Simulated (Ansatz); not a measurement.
**Two runs on TiO2**

System: TiO2 (I4₁/amd, 12 atoms in the cell).
Method of the first run: DFT r2SCAN, scalar-relativistic, plane waves, PAW, no spin polarisation (Ansatz 0.2.0).

The structure derives from a Materials Project entry. Text and figures count atoms from 1; the logs count them from 0 in places.

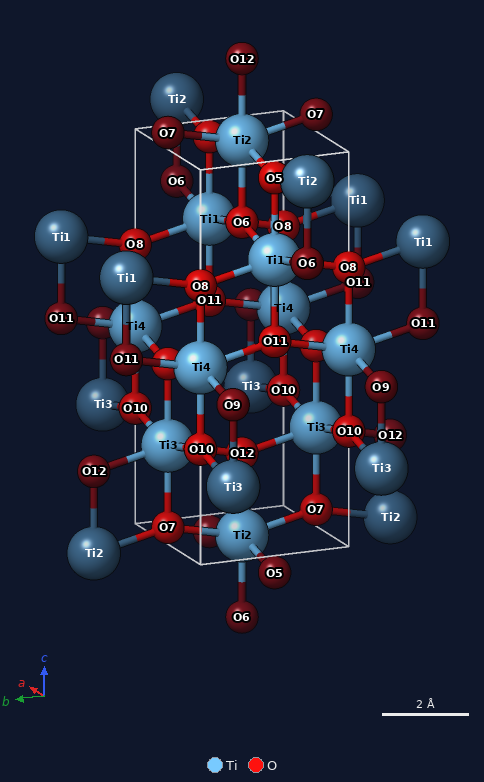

**Figure 1.** The structure (ball-and-stick view of the cell of the calculation, seen at an oblique angle; neighbours outside the cell are drawn fainter; atoms are numbered from 1 in the order of the input). An atom can appear more than once, as a periodic image.

## The input, the first run
```yaml
crystal:
  lattice:
    - [3.7777089788, 0.0, 0.0]
    - [0.0, 3.7777089788, 0.0]
    - [0.0, 0.0, 9.5840256423]
  atoms:
    - { symbol: Ti, position: [0.0, 0.5, 0.75] }
    - { symbol: Ti, position: [0.5, 0.5, 0.0] }
    - { symbol: Ti, position: [0.5, 0.0, 0.25] }
    - { symbol: Ti, position: [0.0, 0.0, 0.5] }
    - { symbol: O, position: [0.0, 0.5, 0.9572470736] }
    - { symbol: O, position: [0.5, 0.5, 0.7927529264] }
    - { symbol: O, position: [0.5, 0.0, 0.0427529264] }
    - { symbol: O, position: [0.0, 0.0, 0.7072470736] }
    - { symbol: O, position: [0.5, 0.0, 0.4572470736] }
    - { symbol: O, position: [0.0, 0.0, 0.2927529264] }
    - { symbol: O, position: [0.0, 0.5, 0.5427529264] }
    - { symbol: O, position: [0.5, 0.5, 0.2072470736] }
basis:
  ecutwfc: 500
kpoints:
  mp_grid: { grid: [6, 6, 4] }
  band_path: { path: [VBM, CBM], npoints: 2 }
hamiltonian:
  xc: r2scan
scf:
  occupations: { method: gaussian, width: 0.02 }
output:
  forces: true
  stress: true
  eigenvalues: true
checkpoint:
  read: start.run
  write: ck
  compress: false
  write_wavefunctions: false
  write_every: 100000
```

Command:
```bash
ansatz run input.yaml --threads 1 --pin off --max-ram 2560MiB --backend cpu --events-out ev --progress --plain --runs-dir out
```

Hardware: 1 thread of AMD EPYC (Zen 3), 32 GiB of memory available, shared host.

## Output, shortened to warnings, some set-up lines, iterations and results (the first run)
```
Basis set: ecut = 500 eV, 3443 PW (Γ), exchange–correlation on 120×120×288 points (64 copies of the dense FFT grid, shifted against one another)
Symmetry: 32 space group operations
k-points: 30 of 144
Initial density: read from a saved state, or passed on in memory by an earlier SCF of this step, an earlier step, the calling program or the single point that the run made first
[...]
SCF iter   1: F=—  HF=-14585.326658 eV  |F-HF|=—  |Δ(HF+E_count)|=         —  Δρ=3.65e-6  dr2=1.99e-8  dr2_τ=4.34e-10  ethr=3.61e-9  ⟨swp⟩=4.4  Hψ=12943  notcnv=0
SCF iter   2: F=-14585.326658 eV  HF=-14585.326658 eV  |F-HF|=2.55e-11  |Δ(HF+E_count)|=  2.98e-10  Δρ=2.09e-6  dr2=3.86e-9  dr2_τ=1.29e-9  ethr=2.07e-11  ⟨swp⟩=6.4  Hψ=6176  …
SCF 1 converged in 2 iterations: F = -14585.326658 eV  dr2 = 3.86e-9
NSCF: frozen V_eff on 40 k-points
NSCF: frozen V_eff on 40 k-points
NSCF: frozen V_eff on 40 k-points
NSCF: frozen V_eff on 36 k-points
NSCF: frozen V_eff on 6 k-points
NSCF: frozen V_eff on 16 k-points
NSCF: frozen V_eff on 10 k-points
NSCF: frozen V_eff on 22 k-points
NSCF: frozen V_eff on 7 k-points
NSCF: frozen V_eff on 11 k-points
NSCF: frozen V_eff on 11 k-points
NSCF: frozen V_eff on 3 k-points
SCF converged after 2 iterations
Free energy (F): -14585.326658 eV
Harris-Foulkes:  -14585.326658 eV  (|F-HF|=2.55e-11)
Internal energy: -14585.326658 eV  (E = F + TS)
E sigma→0 (E₀):  -14585.326658 eV
Fermi energy:    8.153925 eV
--- Per-component energies (eV) ---
  E_band       = -1015.754348
  E_kinetic    = 2503.482446
  E_local      = -7142.685742  (includes V_loc(G=0)·N_el)
  E_nonlocal   = 383.931796
  E_hartree    = 2765.550666
  E_xc         = -965.438889
  E_vxc        = -1386.648821  (∫ρ·V_xc dr)
  E_paw        = -5495.243133  (= ΣΔE_a)
  E_vpaw       = -996.669817  (= ΣTr[D̂ρ^β])
  E_aug_tail   = 0.008831  (compensation charges beyond the density's cutoff)
  E_vtau       = 91.723693  (kinetic-family band-sum trace: ∫τ·v_τ [+ j·A + Jᵃ·Aᵃ] dr)
  E_ewald      = -6633.663277
  E_core_change = -1.269356  (= ΣΔE_core)
  E_smearing   = -0.000000  (= −TS)
  E_closure    = 0.000000  (closes the sum)
  Σ components = -14585.326658   (vs F -14585.326658, Δ=0.00e0)
--- Forces (eV/Å), atoms counted from 1 ---
  atom   1  Ti     0.00000000     0.00000000     0.00000000
  atom   2  Ti     0.00000000     0.00000000     0.00000000
  atom   3  Ti     0.00000000     0.00000000     0.00000000
  atom   4  Ti    -0.00000000     0.00000000     0.00000000
  atom   5  O      0.00000000     0.00000000     0.00277343
  atom   6  O     -0.00000000     0.00000000    -0.00277343
  atom   7  O      0.00000000     0.00000000    -0.00277343
  atom   8  O     -0.00000000     0.00000000     0.00277343
  atom   9  O      0.00000000     0.00000000     0.00277343
  atom  10  O     -0.00000000     0.00000000    -0.00277343
  atom  11  O      0.00000000     0.00000000    -0.00277343
  atom  12  O     -0.00000000     0.00000000     0.00277343
  max |Σ_I F_I| component: 3.89e-16 eV/Å
--- Stress (GPa, compression-positive) ---
        0.017621       0.000000       0.000000
        0.000000       0.017621       0.000000
        0.000000       0.000000       0.042473
  P = ⅓ Tr σ = 0.0259 GPa (0.259 kbar)
```

For the second run the input was changed thus:
```diff
-    - [3.7777089788, 0.0, 0.0]
-    - [0.0, 3.7777089788, 0.0]
-    - [0.0, 0.0, 9.5840256423]
+    - [3.8910402482, 0.0, 0.0]
+    - [0.0, 3.8910402482, 0.0]
+    - [0.0, 0.0, 9.2261311101]
-    - { symbol: O, position: [0.0, 0.5, 0.9572470736] }
-    - { symbol: O, position: [0.5, 0.5, 0.7927529264] }
-    - { symbol: O, position: [0.5, 0.0, 0.0427529264] }
-    - { symbol: O, position: [0.0, 0.0, 0.7072470736] }
-    - { symbol: O, position: [0.5, 0.0, 0.4572470736] }
-    - { symbol: O, position: [0.0, 0.0, 0.2927529264] }
-    - { symbol: O, position: [0.0, 0.5, 0.5427529264] }
-    - { symbol: O, position: [0.5, 0.5, 0.2072470736] }
+    - { symbol: O, position: [0.0, 0.5, 0.9618765971] }
+    - { symbol: O, position: [0.5, 0.5, 0.7881234029] }
+    - { symbol: O, position: [0.5, 0.0, 0.0381234029] }
+    - { symbol: O, position: [0.0, 0.0, 0.7118765971] }
+    - { symbol: O, position: [0.5, 0.0, 0.4618765971] }
+    - { symbol: O, position: [0.0, 0.0, 0.2881234029] }
+    - { symbol: O, position: [0.0, 0.5, 0.5381234029] }
+    - { symbol: O, position: [0.5, 0.5, 0.2118765971] }
```

How does the second run compare with the first run?

With the same functional and potentials, the second run lies 19.3 meV per atom higher. The gap on the mesh goes from 2.58 to 2.31 eV. The pressure goes from 0.03 to −6.06 GPa. The volume per atom goes from 11.40 to 11.64 Å³. The plane waves at Γ go from 3443 to 3505.

## Output, shortened to warnings, some set-up lines, iterations and results (the second run)
```
Basis set: ecut = 500 eV, 3505 PW (Γ), exchange–correlation on 120×120×288 points (64 copies of the dense FFT grid, shifted against one another)
Symmetry: 32 space group operations
k-points: 30 of 144
Initial density: read from a saved state, or passed on in memory by an earlier SCF of this step, an earlier step, the calling program or the single point that the run made first
[...]
SCF iter   1: F=—  HF=-14585.095279 eV  |F-HF|=—  |Δ(HF+E_count)|=         —  Δρ=7.15e-8  dr2=6.24e-12  dr2_τ=1.16e-12  ethr=4.71e-9  ⟨swp⟩=4.4  Hψ=12869  notcnv=0
SCF iter   2: F=-14585.095279 eV  HF=-14585.095279 eV  |F-HF|=9.09e-12  |Δ(HF+E_count)|=   2.81e-9  Δρ=9.28e-8  dr2=1.27e-11  dr2_τ=2.03e-12  ethr=1.00e-12  ⟨swp⟩=6.0  …
SCF 1 converged in 2 iterations: F = -14585.095279 eV  dr2 = 1.27e-11
NSCF: frozen V_eff on 40 k-points
NSCF: frozen V_eff on 40 k-points
NSCF: frozen V_eff on 34 k-points
NSCF: frozen V_eff on 6 k-points
NSCF: frozen V_eff on 16 k-points
NSCF: frozen V_eff on 9 k-points
NSCF: frozen V_eff on 16 k-points
NSCF: frozen V_eff on 16 k-points
NSCF: frozen V_eff on 4 k-points
NSCF: frozen V_eff on 11 k-points
NSCF: frozen V_eff on 3 k-points
SCF converged after 2 iterations
Free energy (F): -14585.095279 eV
Harris-Foulkes:  -14585.095279 eV  (|F-HF|=9.09e-12)
Internal energy: -14585.095279 eV  (E = F + TS)
E sigma→0 (E₀):  -14585.095279 eV
Fermi energy:    7.758702 eV
--- Per-component energies (eV) ---
  E_band       = -1046.080509
  E_kinetic    = 2494.183385
  E_local      = -7192.303373  (includes V_loc(G=0)·N_el)
  E_nonlocal   = 383.242610
  E_hartree    = 2777.583488
  E_xc         = -963.339414
  E_vxc        = -1383.798289  (∫ρ·V_xc dr)
  E_paw        = -5493.550298  (= ΣΔE_a)
  E_vpaw       = -994.371132  (= ΣTr[D̂ρ^β])
  E_aug_tail   = 0.009542  (compensation charges beyond the density's cutoff)
  E_vtau       = 91.789699  (kinetic-family band-sum trace: ∫τ·v_τ [+ j·A + Jᵃ·Aᵃ] dr)
  E_ewald      = -6589.651864
  E_core_change = -1.269356  (= ΣΔE_core)
  E_smearing   = -0.000000  (= −TS)
  E_closure    = -0.000000  (closes the sum)
  Σ components = -14585.095279   (vs F -14585.095279, Δ=0.00e0)
--- Forces (eV/Å), atoms counted from 1 ---
  atom   1  Ti     0.00000000     0.00000000    -0.00000000
  atom   2  Ti    -0.00000000     0.00000000     0.00000000
  atom   3  Ti     0.00000000     0.00000000     0.00000000
  atom   4  Ti     0.00000000     0.00000000     0.00000000
  atom   5  O      0.00000000    -0.00000000    -0.00052940
  atom   6  O      0.00000000    -0.00000000     0.00052940
  atom   7  O     -0.00000000    -0.00000000     0.00052940
  atom   8  O      0.00000000     0.00000000    -0.00052940
  atom   9  O      0.00000000    -0.00000000    -0.00052940
  atom  10  O      0.00000000    -0.00000000     0.00052940
  atom  11  O     -0.00000000    -0.00000000     0.00052940
  atom  12  O      0.00000000     0.00000000    -0.00052940
  max |Σ_I F_I| component: 1.39e-16 eV/Å
--- Stress (GPa, compression-positive) ---
       -9.086735       0.000000       0.000000
       -0.000000      -9.086735       0.000000
        0.000000       0.000000      -0.001136
  P = ⅓ Tr σ = -6.0582 GPa (-60.582 kbar)
```

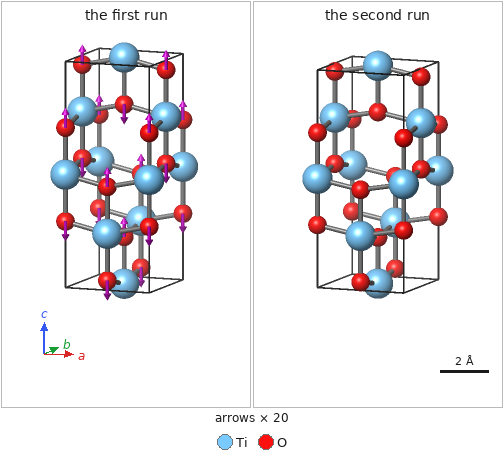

**Figure 2.** The two input geometries at one scale (ball-and-stick view of the cell of the calculation, seen slightly off an axis). The pink arrows on the first give the shifts of the atoms relative to the cell, magnified 20 times. The largest moves relative to the cell, 0.043 Å, are those of O atoms. Ti stays in place. Cell: a = b 3.778 → 3.891 Å (+3.0 %), c 9.584 → 9.226 Å (−3.7 %). Volume +2.1 %. Among the contacts that change: O–Ti 1.933 → 1.977 Å, O–Ti 1.986 → 1.955 Å.

## The two runs side by side

```tsv
quantity	the first run	the second run
outcome	converged	converged
free energy per atom (eV)	−1215.4439	−1215.4246
gap on the mesh (eV)	2.58	2.31
pressure (GPa)	0.03	−6.06
volume per atom (Å³)	11.40	11.64
largest force (eV/Å)	0.003	0.001
irreducible k-points	30	30
plane waves at Γ	3443	3505
wall time (shared host)	88 s	83 s
```
